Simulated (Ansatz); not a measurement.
# Nudged elastic band, with input and output: K16H (part 1 of 3)

System: K16H (defect cell, 17 atoms in the cell).
Method: DFT PBEsol, scalar-relativistic, plane waves, PAW, no spin polarisation (Ansatz 0.2.0).

It belongs to a series of runs on one base structure; here: band between the two ends. Figures and captions count atoms from 1; the log counts them from 0 in places.

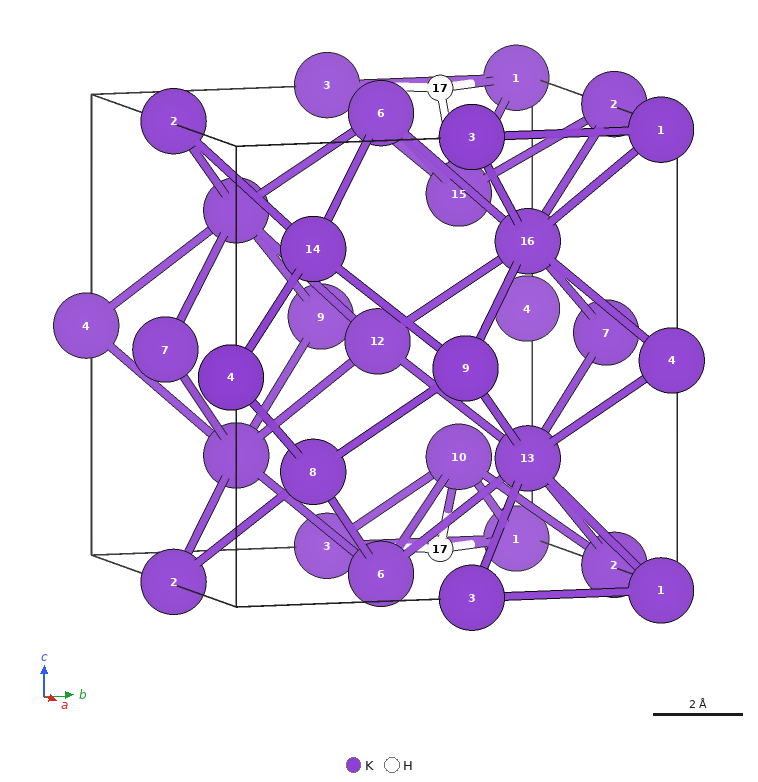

Fig. 1: The input geometry (ball-and-stick view of the cell of the calculation, seen slightly off an axis; atoms are numbered from 1 in the order of the input). An atom can appear more than once, as a periodic image. Near neighbours in the periodic cell (some may lie outside the picture): K has 1 H at 2.61 to 2.62 Å and 5 K at 4.16 to 4.53 Å; K has 8 K at 4.48 to 4.56 Å; K has 6 K at 4.53 to 4.60 Å; K has 4 K at 4.48 to 4.53 Å; H has 4 K at 2.61 to 2.62 Å.

**Input file**
```yaml
crystal:
  lattice:
    - [10.46, 0.0, 0.0]
    - [0.0, 10.46, 0.0]
    - [0.0, 0.0, 10.46]
  atoms:
    - { symbol: K, position: [-0.00323839, -0.03519892, 1.85e-06] }
    - { symbol: K, position: [0.52117139, 0.01506829, 4.261e-05] }
    - { symbol: K, position: [-0.00308441, 0.53549038, 5.52e-06] }
    - { symbol: K, position: [0.01170881, -0.01582108, 0.50007078] }
    - { symbol: K, position: [0.23847999, 0.25008419, 0.23396654] }
    - { symbol: K, position: [0.52106238, 0.48567235, 4.452e-05] }
    - { symbol: K, position: [0.4813761, 0.00953774, 0.50006431] }
    - { symbol: K, position: [0.76971916, 0.25021968, 0.25818618] }
    - { symbol: K, position: [0.01172046, 0.5163157, 0.50007078] }
    - { symbol: K, position: [0.25390758, 0.74998613, 0.21444524] }
    - { symbol: K, position: [0.23849888, 0.25008497, 0.76614344] }
    - { symbol: K, position: [0.48138465, 0.4909153, 0.50006523] }
    - { symbol: K, position: [0.7291991, 0.75033741, 0.26437845] }
    - { symbol: K, position: [0.76970652, 0.25022084, 0.74192147] }
    - { symbol: K, position: [0.25384519, 0.74998729, 0.78562553] }
    - { symbol: K, position: [0.72915655, 0.75033841, 0.73570362] }
    - { symbol: H, position: [0.12446705, 0.74997052, 0.00023183] }
basis:
  ecutwfc: 420.0
kpoints:
  mp_grid: { grid: [2, 2, 2] }
hamiltonian:
  xc: pbesol
scf:
  occupations: { method: fermi_dirac, width: 0.1 }
  lower_state_search: "off"
neb:
  images: 7
  f_tol: 0.05
  initial_path: idpp
  max_iterations: 61
  optimiser: lbfgs
  spring: 2.0
  final_atoms:
    - { symbol: K, position: [0.03535611, 0.00279367, 3.675e-05] }
    - { symbol: K, position: [0.46457738, 0.00275273, 4.268e-05] }
    - { symbol: K, position: [-0.01427862, 0.4793841, 6.875e-05] }
    - { symbol: K, position: [0.01555252, -0.0113543, 0.50018996] }
    - { symbol: K, position: [0.24992398, 0.27046188, 0.26413717] }
    - { symbol: K, position: [0.51413199, 0.47936223, 7.017e-05] }
    - { symbol: K, position: [0.48429633, -0.01133498, 0.50019126] }
    - { symbol: K, position: [0.74992758, 0.2310148, 0.25849301] }
    - { symbol: K, position: [-0.00880677, 0.51858967, 0.5001243] }
    - { symbol: K, position: [0.24997369, 0.74687264, 0.2146173] }
    - { symbol: K, position: [0.24992277, 0.27058949, 0.7359604] }
    - { symbol: K, position: [0.50865772, 0.5185759, 0.50012463] }
    - { symbol: K, position: [0.74992227, 0.76128002, 0.23449816] }
    - { symbol: K, position: [0.74992661, 0.23105418, 0.74173197] }
    - { symbol: K, position: [0.24996935, 0.7470042, 0.78550513] }
    - { symbol: K, position: [0.7499208, 0.7612202, 0.76572371] }
    - { symbol: H, position: [0.24981126, 0.87517028, 0.00072723] }
  order_check: true
```

Launch command:
```bash
ansatz run input.yaml --threads 4 --pin off --max-ram 10240MiB --backend cpu --events-out ev --progress --plain --runs-dir out
```

**What the program printed**
```
Warning: neb: disabling space-group detection — the band's intermediate images generally break the endpoint symmetry, so no spatial operation reduces the k-mesh or symmetrises the density, except that a semilocal band can use its path's symmetry ahead of convergence; time reversal is kept, so that k and −k are solved as one point where they differ and the mesh holds both, and exact exchange and, on two spinor components, a DFT+U term hold to it where the run has them: on two components no moment then forms, and a state that bears one, which a typed moment (crystal.atoms[].spin; refused beside efield: under a hybrid functional) reaches, can lie lower, under hf by electronvolts; crystal.symmetry.detect: false (a key that needs symmetry detection or time reversal refuses this as the deck is read) with time_reversal: false beside it drops time reversal too
Engine: ansatz 0.2.0, x86_64-unknown-linux-gnu
Pseudopotentials: kind: paw
Pseudopotential: K, paw, valence charge 9, recommended cutoff 420 eV (normal), K.paw.azcp
Pseudopotential: H, paw, valence charge 1, recommended cutoff 420 eV (normal), H.paw.azcp
Functional definition: PBEsol
  exchange = pbesol_x
  correlation = pbesol_c
parallel-image band execution: 4 concurrent image workers
NEB image 0
Crystal: 17 atoms, lattice volume = 1144.445 Å³
Basis set: ecut = 420 eV, 22335 PW (Γ), exchange–correlation on 144×144×144 points (8 copies of the dense FFT grid, shifted against one another)
Bands: 90, of which v1, the nominal top of the filled ones, is band 73 counted from 1 (72 counted from 0)
Symmetry: 1 space group operations
k-points: 8
Non-local potential: K, projectors of the file, l = 0: 3, l = 1: 2, l = 2: 2
Non-local potential: H, projectors of the file, l = 0: 2, l = 1: 1
PAW form: soft (Blöchl's): semilocal exchange-correlation on the pseudo side does not see the compensation charge
PAW frozen core: K, regenerated for the run's functional, and the local potential with it (the file was generated under x = pbe(κ = 0.804, μ = 0.2195149727645171), c = pbe(β = 0.06672455060314922))
PAW one-centre angular grid: K, 110 points (default); XC on 64 Gauss nodes
PAW one-centre angular grid: H, 110 points (default); XC on 64 Gauss nodes
Initial density: superposition of atomic densities (neutral atoms: chi_scale 0, normalization atom), corrected by the library's trained network
Initial wavefunctions: pseudopotential atomic-orbital guess
Functional: x = pbesol(κ = 0.804, μ = 0.12345679012345678), c = pbesol(β = 0.046)
SCF iter   1: F=—  HF=-24272.178368 eV  |F-HF|=—  |Δ(HF+E_count)|=         —  Δρ=1.92e-3  dr2=6.52e-2  ethr=1.77e-3  ⟨swp⟩=11.8  Hψ=3547  notcnv=0
preconditioner: auto → Kerker (q_TF=auto, 1.934 Å⁻¹)  [metal: Δε(μ)=0.167 eV  Ē_g=2.132 eV  σ=0.100 eV  W_gap=0.37  n_scr=146 (ndim 8)  ℏωp=4.5 eV  f_vac=0.000  D(μ)=16.37/eV (n_scr^D=80)]
SCF iter   2: F=—  HF=-24272.172437 eV  |F-HF|=—  |Δ(HF+E_count)|=   5.93e-3  Δρ=8.55e-4  dr2=2.25e-2  ethr=4.50e-5  ⟨swp⟩=2.0  Hψ=905  notcnv=0
SCF iter   3: F=—  HF=-24272.168186 eV  |F-HF|=—  |Δ(HF+E_count)|=   4.25e-3  Δρ=2.29e-4  dr2=4.43e-3  ethr=1.55e-5  ⟨swp⟩=2.0  Hψ=773  notcnv=0
SCF iter   4: F=—  HF=-24272.167240 eV  |F-HF|=—  |Δ(HF+E_count)|=   9.45e-4  Δρ=9.22e-5  dr2=2.94e-4  ethr=3.06e-6  ⟨swp⟩=2.0  Hψ=804  notcnv=0
SCF iter   5: F=—  HF=-24272.167208 eV  |F-HF|=—  |Δ(HF+E_count)|=   3.20e-5  Δρ=2.93e-5  dr2=3.95e-5  ethr=2.02e-7  ⟨swp⟩=2.0  Hψ=939  notcnv=0
SCF iter   6: F=—  HF=-24272.167736 eV  |F-HF|=—  |Δ(HF+E_count)|=   5.28e-4  Δρ=1.23e-5  dr2=5.69e-6  ethr=2.73e-8  ⟨swp⟩=2.1  Hψ=856  notcnv=0
SCF iter   7: F=—  HF=-24272.167735 eV  |F-HF|=—  |Δ(HF+E_count)|=   6.93e-7  Δρ=3.47e-6  dr2=3.32e-7  ethr=3.92e-9  ⟨swp⟩=2.5  Hψ=1157  notcnv=0
SCF iter   8: F=-24272.167735 eV  HF=-24272.167735 eV  |F-HF|=2.75e-8  |Δ(HF+E_count)|=   2.26e-8  Δρ=1.24e-6  dr2=6.97e-8  ethr=6.90e-11  ⟨swp⟩=4.5  Hψ=2045  notcnv=0
SCF 1 converged in 8 iterations: F = -24272.167735 eV  dr2 = 6.97e-8
  greatest PAW one-centre occupation: 0.987 electrons in one spin orbital (limit 2), on the K atom at site 5 (counted from 0), in its partial waves of l = 0
NSCF: frozen V_eff on 8 k-points
NEB image 8
SCF iter   1: F=—  HF=-24272.177055 eV  |F-HF|=—  |Δ(HF+E_count)|=         —  Δρ=1.91e-3  dr2=6.42e-2  ethr=1.77e-3  ⟨swp⟩=11.8  Hψ=3362  notcnv=0
preconditioner: auto → Kerker (q_TF=auto, 1.934 Å⁻¹)  [metal: Δε(μ)=0.171 eV  Ē_g=2.133 eV  σ=0.100 eV  W_gap=0.38  n_scr=146 (ndim 8)  ℏωp=4.5 eV  f_vac=0.000  D(μ)=16.37/eV (n_scr^D=80)]
SCF iter   2: F=—  HF=-24272.172320 eV  |F-HF|=—  |Δ(HF+E_count)|=   4.73e-3  Δρ=8.62e-4  dr2=2.26e-2  ethr=4.43e-5  ⟨swp⟩=2.0  Hψ=904  notcnv=0
SCF iter   3: F=—  HF=-24272.168076 eV  |F-HF|=—  |Δ(HF+E_count)|=   4.24e-3  Δρ=2.29e-4  dr2=4.32e-3  ethr=1.56e-5  ⟨swp⟩=2.0  Hψ=777  notcnv=0
SCF iter   4: F=—  HF=-24272.167189 eV  |F-HF|=—  |Δ(HF+E_count)|=   8.87e-4  Δρ=8.85e-5  dr2=3.02e-4  ethr=2.98e-6  ⟨swp⟩=2.0  Hψ=812  notcnv=0
SCF iter   5: F=—  HF=-24272.167172 eV  |F-HF|=—  |Δ(HF+E_count)|=   1.77e-5  Δρ=2.96e-5  dr2=4.05e-5  ethr=2.08e-7  ⟨swp⟩=2.0  Hψ=940  notcnv=0
SCF iter   6: F=—  HF=-24272.167696 eV  |F-HF|=—  |Δ(HF+E_count)|=   5.24e-4  Δρ=1.04e-5  dr2=6.10e-6  ethr=2.79e-8  ⟨swp⟩=2.1  Hψ=815  notcnv=0
SCF iter   7: F=—  HF=-24272.167695 eV  |F-HF|=—  |Δ(HF+E_count)|=   5.42e-7  Δρ=3.17e-6  dr2=2.94e-7  ethr=4.21e-9  ⟨swp⟩=2.0  Hψ=917  notcnv=0
SCF iter   8: F=-24272.167695 eV  HF=-24272.167695 eV  |F-HF|=2.41e-8  |Δ(HF+E_count)|=   1.49e-8  Δρ=1.16e-6  dr2=6.44e-8  ethr=6.90e-11  ⟨swp⟩=4.6  Hψ=2045  notcnv=0
SCF 2 converged in 8 iterations: F = -24272.167695 eV  dr2 = 6.44e-8
  greatest PAW one-centre occupation: 0.987 electrons in one spin orbital (limit 2), on the K atom at site 2 (counted from 0), in its partial waves of l = 0
NSCF: frozen V_eff on 8 k-points
NEB end point (image 0): max|allowed force component| = 1.604e-2 eV/Å (the criterion of neb.relax_end_points is 1.000e-2)
NEB end point (image 8): max|allowed force component| = 2.166e-2 eV/Å (the criterion of neb.relax_end_points is 1.000e-2)
NEB image 1
SCF iter   1: F=—  HF=-24272.155215 eV  |F-HF|=—  |Δ(HF+E_count)|=         —  Δρ=1.99e-3  dr2=7.61e-2  ethr=1.77e-3  ⟨swp⟩=11.6  Hψ=3275  notcnv=0
preconditioner: auto → Kerker (q_TF=auto, 1.934 Å⁻¹)  [metal: Δε(μ)=0.138 eV  Ē_g=2.123 eV  σ=0.100 eV  W_gap=0.32  n_scr=146 (ndim 8)  ℏωp=4.5 eV  f_vac=0.000  D(μ)=16.39/eV (n_scr^D=80)]
SCF iter   2: F=—  HF=-24272.149709 eV  |F-HF|=—  |Δ(HF+E_count)|=   5.51e-3  Δρ=8.79e-4  dr2=2.57e-2  ethr=5.25e-5  ⟨swp⟩=2.1  Hψ=905  notcnv=0
SCF iter   3: F=—  HF=-24272.145081 eV  |F-HF|=—  |Δ(HF+E_count)|=   4.63e-3  Δρ=2.42e-4  dr2=5.14e-3  ethr=1.78e-5  ⟨swp⟩=2.0  Hψ=784  notcnv=0
SCF iter   4: F=—  HF=-24272.144009 eV  |F-HF|=—  |Δ(HF+E_count)|=   1.07e-3  Δρ=1.00e-4  dr2=3.58e-4  ethr=3.55e-6  ⟨swp⟩=2.0  Hψ=817  notcnv=0
SCF iter   5: F=—  HF=-24272.143984 eV  |F-HF|=—  |Δ(HF+E_count)|=   2.51e-5  Δρ=3.34e-5  dr2=5.81e-5  ethr=2.47e-7  ⟨swp⟩=2.0  Hψ=943  notcnv=0
SCF iter   6: F=—  HF=-24272.144514 eV  |F-HF|=—  |Δ(HF+E_count)|=   5.30e-4  Δρ=1.21e-5  dr2=7.19e-6  ethr=4.00e-8  ⟨swp⟩=2.0  Hψ=777  notcnv=0
[...]
  greatest PAW one-centre occupation: 0.987 electrons in one spin orbital (limit 2), on the K atom at site 1 (counted from 0), in its partial waves of l = 0
NEB image 2
preconditioner: auto → Kerker (q_TF=auto, 1.934 Å⁻¹)  [metal: Δε(μ)=0.117 eV  Ē_g=2.115 eV  σ=0.100 eV  W_gap=0.28  n_scr=146 (ndim 8)  ℏωp=4.5 eV  f_vac=0.000  D(μ)=16.40/eV (n_scr^D=80)]
  greatest PAW one-centre occupation: 0.987 electrons in one spin orbital (limit 2), on the K atom at site 15 (counted from 0), in its partial waves of l = 0
NEB image 3
preconditioner: auto → Kerker (q_TF=auto, 1.934 Å⁻¹)  [metal: Δε(μ)=0.103 eV  Ē_g=2.109 eV  σ=0.100 eV  W_gap=0.25  n_scr=146 (ndim 8)  ℏωp=4.5 eV  f_vac=0.000  D(μ)=16.40/eV (n_scr^D=80)]
NEB image 4
preconditioner: auto → Kerker (q_TF=auto, 1.934 Å⁻¹)  [metal: Δε(μ)=0.101 eV  Ē_g=2.106 eV  σ=0.100 eV  W_gap=0.24  n_scr=146 (ndim 8)  ℏωp=4.5 eV  f_vac=0.000  D(μ)=16.40/eV (n_scr^D=80)]
  greatest PAW one-centre occupation: 0.987 electrons in one spin orbital (limit 2), on the K atom at site 3 (counted from 0), in its partial waves of l = 0
NEB image 5
preconditioner: auto → Kerker (q_TF=auto, 1.934 Å⁻¹)  [metal: Δε(μ)=0.104 eV  Ē_g=2.109 eV  σ=0.100 eV  W_gap=0.25  n_scr=146 (ndim 8)  ℏωp=4.5 eV  f_vac=0.000  D(μ)=16.40/eV (n_scr^D=80)]
  greatest PAW one-centre occupation: 0.987 electrons in one spin orbital (limit 2), on the K atom at site 10 (counted from 0), in its partial waves of l = 0
NEB image 6
preconditioner: auto → Kerker (q_TF=auto, 1.934 Å⁻¹)  [metal: Δε(μ)=0.119 eV  Ē_g=2.115 eV  σ=0.100 eV  W_gap=0.28  n_scr=146 (ndim 8)  ℏωp=4.5 eV  f_vac=0.000  D(μ)=16.40/eV (n_scr^D=80)]
NEB image 7
preconditioner: auto → Kerker (q_TF=auto, 1.934 Å⁻¹)  [metal: Δε(μ)=0.141 eV  Ē_g=2.123 eV  σ=0.100 eV  W_gap=0.32  n_scr=146 (ndim 8)  ℏωp=4.5 eV  f_vac=0.000  D(μ)=16.39/eV (n_scr^D=80)]
NEB iter   1: max|band force component| = 1.381e-1 eV/Å  barrier→ = 0.1366 eV  barrier← = 0.1366 eV  CI = image 4  Δτ_max = 0.0027 Å  (78 SCF iters)
NEB image 1
Initial density: handed on by an earlier stage of this run
Initial wavefunctions: those handed on with the density
preconditioner: auto → Kerker (q_TF=auto, 1.934 Å⁻¹)  [metal: Δε(μ)=0.198 eV  Ē_g=2.155 eV  σ=0.100 eV  W_gap=0.42  n_scr=146 (ndim 8)  ℏωp=4.5 eV  f_vac=0.000  D(μ)=16.43/eV (n_scr^D=80)]
NEB image 2
preconditioner: auto → Kerker (q_TF=auto, 1.934 Å⁻¹)  [metal: Δε(μ)=0.183 eV  Ē_g=2.149 eV  σ=0.100 eV  W_gap=0.40  n_scr=146 (ndim 8)  ℏωp=4.5 eV  f_vac=0.000  D(μ)=16.42/eV (n_scr^D=80)]
NEB image 3
preconditioner: auto → Kerker (q_TF=auto, 1.934 Å⁻¹)  [metal: Δε(μ)=0.176 eV  Ē_g=2.144 eV  σ=0.100 eV  W_gap=0.39  n_scr=146 (ndim 8)  ℏωp=4.5 eV  f_vac=0.000  D(μ)=16.42/eV (n_scr^D=80)]
NEB image 4
preconditioner: auto → Kerker (q_TF=auto, 1.934 Å⁻¹)  [metal: Δε(μ)=0.174 eV  Ē_g=2.143 eV  σ=0.100 eV  W_gap=0.39  n_scr=146 (ndim 8)  ℏωp=4.5 eV  f_vac=0.000  D(μ)=16.41/eV (n_scr^D=80)]
NEB image 5
preconditioner: auto → Kerker (q_TF=auto, 1.934 Å⁻¹)  [metal: Δε(μ)=0.177 eV  Ē_g=2.144 eV  σ=0.100 eV  W_gap=0.39  n_scr=146 (ndim 8)  ℏωp=4.5 eV  f_vac=0.000  D(μ)=16.42/eV (n_scr^D=80)]
NEB image 6
preconditioner: auto → Kerker (q_TF=auto, 1.934 Å⁻¹)  [metal: Δε(μ)=0.184 eV  Ē_g=2.149 eV  σ=0.100 eV  W_gap=0.40  n_scr=146 (ndim 8)  ℏωp=4.5 eV  f_vac=0.000  D(μ)=16.42/eV (n_scr^D=80)]
NEB image 7
preconditioner: auto → Kerker (q_TF=auto, 1.934 Å⁻¹)  [metal: Δε(μ)=0.199 eV  Ē_g=2.155 eV  σ=0.100 eV  W_gap=0.43  n_scr=146 (ndim 8)  ℏωp=4.5 eV  f_vac=0.000  D(μ)=16.43/eV (n_scr^D=80)]
NEB iter   2: max|band force component| = 1.323e-1 eV/Å  barrier→ = 0.1354 eV  barrier← = 0.1353 eV  CI = image 4  Δτ_max = 0.1574 Å  (26 SCF iters)
[... from here on the SCF iterations and repeated set-up lines of each step are left out, up to the last step ...]
NEB image 1
NEB image 2
NEB image 3
NEB image 4
NEB image 5
NEB image 6
NEB image 7
NEB iter   3: max|band force component| = 1.379e-1 eV/Å  barrier→ = 0.1156 eV  barrier← = 0.1156 eV  CI = image 4  Δτ_max = 0.0027 Å  (50 SCF iters)
NEB image 1
NEB image 2
NEB image 3
NEB image 4
NEB image 5
NEB image 6
NEB image 7
NEB iter   4: max|band force component| = 1.314e-1 eV/Å  barrier→ = 0.1147 eV  barrier← = 0.1147 eV  CI = image 4  Δτ_max = 0.0825 Å  (24 SCF iters)
NEB image 1
NEB image 2
NEB image 3
NEB image 4
NEB image 5
NEB image 6
NEB image 7
NEB iter   5: max|band force component| = 4.243e-2 eV/Å  barrier→ = 0.1010 eV  barrier← = 0.1009 eV  CI = image 4  Δτ_max = 0.0508 Å  (45 SCF iters)
NEB image 4
NEB iter   6: max|band force component| = 5.474e-2 eV/Å  barrier→ = 0.0952 eV  barrier← = 0.0951 eV  CI = image 4  Δτ_max = 0.1797 Å  (6 SCF iters)
NEB image 1
NEB image 2
NEB image 3
NEB image 4
NEB image 5
NEB image 6
NEB image 7
NEB iter   7: max|band force component| = 6.659e-2 eV/Å  barrier→ = 0.0775 eV  barrier← = 0.0775 eV  CI = image 4  Δτ_max = 0.0907 Å  (47 SCF iters)
NEB image 1
NEB image 2
NEB image 3
NEB image 4
NEB image 5
NEB image 6
NEB image 7
NEB iter   8: max|band force component| = 2.218e-2 eV/Å  barrier→ = 0.0700 eV  barrier← = 0.0700 eV  CI = image 4  Δτ_max = 0.1038 Å  (47 SCF iters)
NEB image 4
NEB iter   9: max|band force component| = 1.376e-1 eV/Å  barrier→ = 0.0655 eV  barrier← = 0.0655 eV  CI = image 4  Δτ_max = 0.1589 Å  (7 SCF iters)
NEB image 1
NEB image 2
NEB image 3
NEB image 4
NEB image 5
NEB image 6
NEB image 7
```
